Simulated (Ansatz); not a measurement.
**Ti: single-point calculation**

System: Ti (Im-3m, 2 atoms in the cell).
Method: DFT r2SCAN, scalar-relativistic, plane waves, PAW, no spin polarisation (Ansatz 0.2.0).

The structure derives from an entry of the Crystallography Open Database. It belongs to a series of runs on one base structure; here: equal strain along all axes, cell held, atoms relaxed: +1.0 %. Figures and captions count atoms from 1; the log counts them from 0 in places.

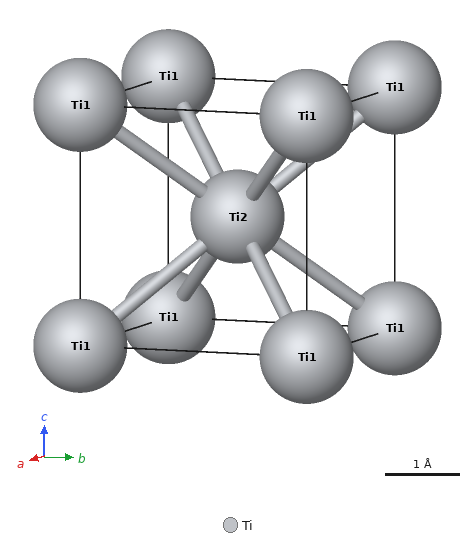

**Figure 1.** The input geometry (ball-and-stick view of the cell of the calculation, seen slightly off an axis; atoms are numbered from 1 in the order of the input). An atom can appear more than once, as a periodic image. Near neighbours in the periodic cell (some may lie outside the picture): Ti has 8 Ti at 2.84 Å.

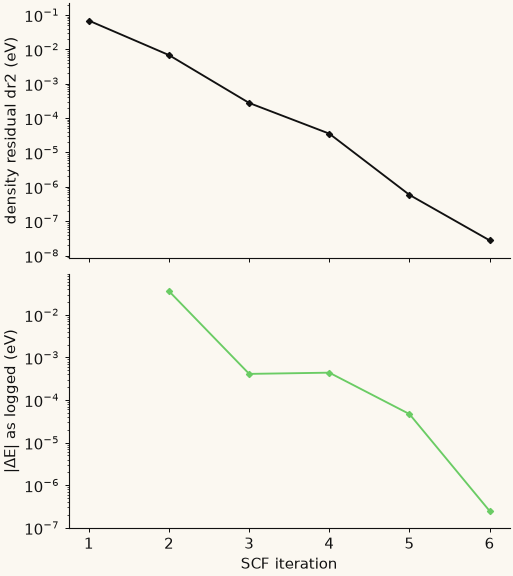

**Figure 2.** Convergence of the self-consistent field: density residual dr2 and size of the energy change against the SCF iteration. The residual falls at every step.

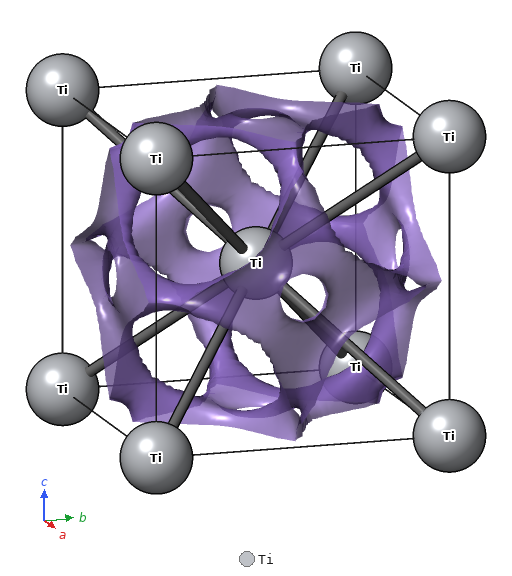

**Figure 3.** Isosurface of the ELF at 0.55 (purple), seen slightly off an axis. Core shells and regions of very low density are left out. Sticks mark near contacts. The outline is the cell set on symmetry axes. Profiles from the grid: Ti–Ti (2.84 Å): the ELF is about 0.15 at the midpoint; no localised pair between them. Core electrons are frozen (PAW), so the fields are smoothed inside the atomic spheres.

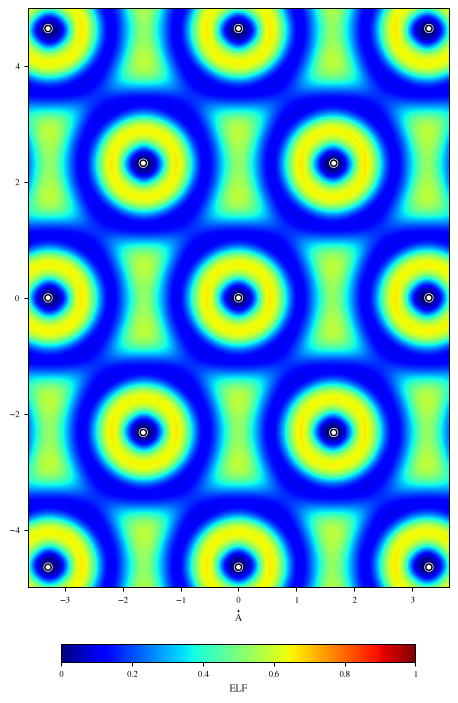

**Figure 4.** Electron localisation function on the (101̄) plane of the conventional cell. Circles mark the nuclei in the plane (Ti). Atoms in the plane: Ti. Ti–Ti (2.84 Å): the ELF is about 0.15 at the midpoint; no localised pair between them. The ELF has a maximum of about 0.60 in the space between the atoms. The strong features right at Ti lie inside the PAW spheres (semicore, d or f shells) and say nothing about bonding.

The input and output of the run follow.

**Input file**
```yaml
crystal:
  lattice:
    - [3.2843076382, 0.0, 0.0]
    - [0.0, 3.2843076382, 0.0]
    - [0.0, 0.0, 3.2843076382]
  atoms:
    - { symbol: Ti, position: [0.0, 0.0, 0.0] }
    - { symbol: Ti, position: [0.5, 0.5, 0.5] }
basis:
  ecutwfc: 500
kpoints:
  mp_grid: { grid: [16, 16, 16] }
hamiltonian:
  xc: r2scan
scf:
  occupations: { method: gaussian, width: 0.1 }
output:
  forces: true
  stress: true
  eigenvalues: true
  write_density: true
  write_potential: true
  elf: true
  volumetric_format: npy
```

Command:
```bash
ansatz run input.yaml --threads 1 --pin off --max-ram 2560MiB --backend cpu --events-out ev --progress --plain --runs-dir out
```

**What the program printed**
```
Engine: ansatz 0.2.0, aarch64-unknown-linux-gnu
Pseudopotentials: kind: paw
Pseudopotential: Ti, paw, valence charge 12, recommended cutoff 500 eV (meta_gga), Ti.paw.azcp
Functional definition: r2SCAN
  parameter k0 = 0.174
  parameter k1 = 0.065
  parameter a1 = 4.9479
  exchange = r2scan_x(k0 = k0, k1 = k1, a1 = a1)
  correlation = r2scan_c
Crystal: 2 atoms, lattice volume = 35.427 Å³
Basis set: ecut = 500 eV, 895 PW (Γ), exchange–correlation on 96×96×96 points (64 copies of the dense FFT grid, shifted against one another)
Bands: 16, of which v1, the nominal top of the filled ones, is band 12 counted from 1 (11 counted from 0)
Symmetry: 96 space group operations
Space group: Im-3m (ITA 229), of the structure as read, at distance tolerance 3.3e-5 Å
k-points: 165 of 4096
Non-local potential: Ti, projectors of the file, l = 0: 3, l = 1: 2, l = 2: 3, l = 3: 1
PAW form: soft (Blöchl's): semilocal exchange-correlation on the pseudo side does not see the compensation charge
PAW frozen core: Ti, regenerated for the run's functional (the file was generated under x = pbe(κ = 0.804, μ = 0.2195149727645171), c = pbe(β = 0.06672455060314922))
PAW one-centre angular grid: Ti, 590 points (default); XC on 160 Gauss nodes
Initial density: superposition of atomic densities (neutral atoms: chi_scale 0, normalization atom), corrected by the library's trained network
Initial wavefunctions: pseudopotential atomic-orbital guess
Functional: x = r2scan, c = r2scan; τ floored in thin density (d = 2e-4 eV/Å³)
SCF iter   1: F=—  HF=-5008.430862 eV  |F-HF|=—  |Δ(HF+E_count)|=         —  Δρ=1.48e-2  dr2=6.83e-2  dr2_τ=1.24e-2  ethr=1.77e-3  ⟨swp⟩=3.4  Hψ=11378  notcnv=0
preconditioner: auto → none  [metal: Δε(μ)=0.004 eV  Ē_g=3.127 eV  σ=0.100 eV  W_gap=0.02  n_scr=6 (ndim 8)  ℏωp=17.6 eV  f_vac=0.000  D(μ)=4.50/eV (n_scr^D=80)  sad-step TF]
SCF iter   2: F=—  HF=-5008.466651 eV  |F-HF|=—  |Δ(HF+E_count)|=   3.58e-2  Δρ=4.65e-3  dr2=6.78e-3  dr2_τ=6.63e-4  ethr=2.85e-4  ⟨swp⟩=2.3  Hψ=5968  notcnv=0  defer=36
SCF iter   3: F=—  HF=-5008.467062 eV  |F-HF|=—  |Δ(HF+E_count)|=   4.10e-4  Δρ=1.36e-3  dr2=2.75e-4  dr2_τ=8.98e-5  ethr=2.83e-5  ⟨swp⟩=2.9  Hψ=4654  notcnv=0  defer=36
SCF iter   4: F=—  HF=-5008.467500 eV  |F-HF|=—  |Δ(HF+E_count)|=   4.38e-4  Δρ=4.48e-4  dr2=3.52e-5  dr2_τ=3.46e-6  ethr=1.15e-6  ⟨swp⟩=2.0  Hψ=4261  notcnv=0  defer=36
SCF iter   5: F=—  HF=-5008.467547 eV  |F-HF|=—  |Δ(HF+E_count)|=   4.67e-5  Δρ=4.98e-5  dr2=5.83e-7  dr2_τ=1.81e-8  ethr=1.47e-7  ⟨swp⟩=2.5  Hψ=4548  notcnv=0  defer=36
SCF iter   6: F=-5008.467547 eV  HF=-5008.467547 eV  |F-HF|=7.46e-9  |Δ(HF+E_count)|=   2.48e-7  Δρ=9.74e-6  dr2=2.77e-8  dr2_τ=5.03e-10  ethr=4.17e-10  ⟨swp⟩=8.5  Hψ=16399  notcnv=0
SCF 1 converged in 6 iterations: F = -5008.467547 eV  dr2 = 2.77e-8
  greatest PAW one-centre occupation: 1.000 electrons in one spin orbital (limit 2), on the Ti atom at site 1 (counted from 0), in its partial waves of l = 1
SCF converged after 6 iterations
Free energy (F): -5008.467547 eV
Harris-Foulkes:  -5008.467547 eV  (|F-HF|=7.46e-9)
Internal energy: -5008.444753 eV  (E = F + TS)
E sigma→0 (E₀):  -5008.456150 eV
Entropy (-TS):   -0.022794 eV (-11.397 meV/atom)
Fermi energy:    12.827219 eV
--- Per-component energies (eV) ---
  E_band       = -348.401327
  E_kinetic    = 543.921103
  E_local      = -1640.570648  (includes V_loc(G=0)·N_el)
  E_nonlocal   = 15.006053
  E_hartree    = 669.951705
  E_xc         = -185.135922
  E_vxc        = -264.649165  (∫ρ·V_xc dr)
  E_paw        = -2113.478824  (= ΣΔE_a)
  E_vpaw       = -360.267636  (= ΣTr[D̂ρ^β])
  E_aug_tail   = 0.000197  (compensation charges beyond the density's cutoff)
  E_vtau       = 18.248693  (kinetic-family band-sum trace: ∫τ·v_τ [+ j·A + Jᵃ·Aᵃ] dr)
  E_ewald      = -2297.631503
  E_core_change = -0.506914  (= ΣΔE_core)
  E_smearing   = -0.022794  (= −TS)
  E_closure    = 0.000000  (closes the sum)
  Σ components = -5008.467547   (vs F -5008.467547, Δ=0.00e0)
--- Forces (eV/Å), atoms counted from 1 ---
  atom   1  Ti     0.00000000     0.00000000     0.00000000
  atom   2  Ti     0.00000000     0.00000000    -0.00000000
  max |Σ_I F_I| component: 5.50e-29 eV/Å
--- Stress (GPa, compression-positive) ---
       -3.124395      -0.000000      -0.000000
       -0.000000      -3.124395       0.000000
        0.000000       0.000000      -3.124395
  P = ⅓ Tr σ = -3.1244 GPa (-31.244 kbar)
--- Band table (eV; the first three rows and the last of 165) ---
  k-point 0: bands = ["-46.1510", "-45.9379", "-21.4072", "-21.4072", "-21.4072", "-20.9646", "-20.9646", "-20.9646", "6.5021", "10.6347", "10.6347", "13.9440", "13.9440", "13.9440", "15.6803", "15.6803"]
  k-point 1: bands = ["-46.1486", "-45.9396", "-21.4076", "-21.4026", "-21.4026", "-20.9737", "-20.9686", "-20.9686", "6.5711", "10.6661", "10.6737", "13.9359", "13.9359", "13.9687", "15.6200", "15.7024"]
  k-point 2: bands = ["-46.1415", "-45.9446", "-21.4083", "-21.3893", "-21.3893", "-21.0002", "-20.9803", "-20.9803", "6.7755", "10.7510", "10.7901", "13.9152", "13.9152", "14.0421", "15.4432", "15.7662"]
  k-point 164: bands = ["-46.0152", "-46.0152", "-21.2858", "-21.2858", "-21.2858", "-21.2858", "-21.2858", "-21.2858", "12.1674", "12.1674", "12.1674", "12.1674", "12.1674", "12.1674", "16.0868", "16.0868"]
```

**Summary**

| quantity | value |
| --- | --- |
| outcome | converged |
| space group (tolerance 0.01 Å) | Im-3m (229) |
| electrons treated | 24 |
| free energy | −5008.4675 eV |
| Fermi energy | 12.827 eV |
| gap on the k-point mesh | none (metallic) |
| pressure | −3.12 GPa |
| largest force (length of the vector) | under 0.001 eV/Å |
| hardware | 1 thread of Arm Neoverse V2, 24 GiB of memory available, shared host |
| wall time | 11 s |
| peak memory | 0.38 GiB |
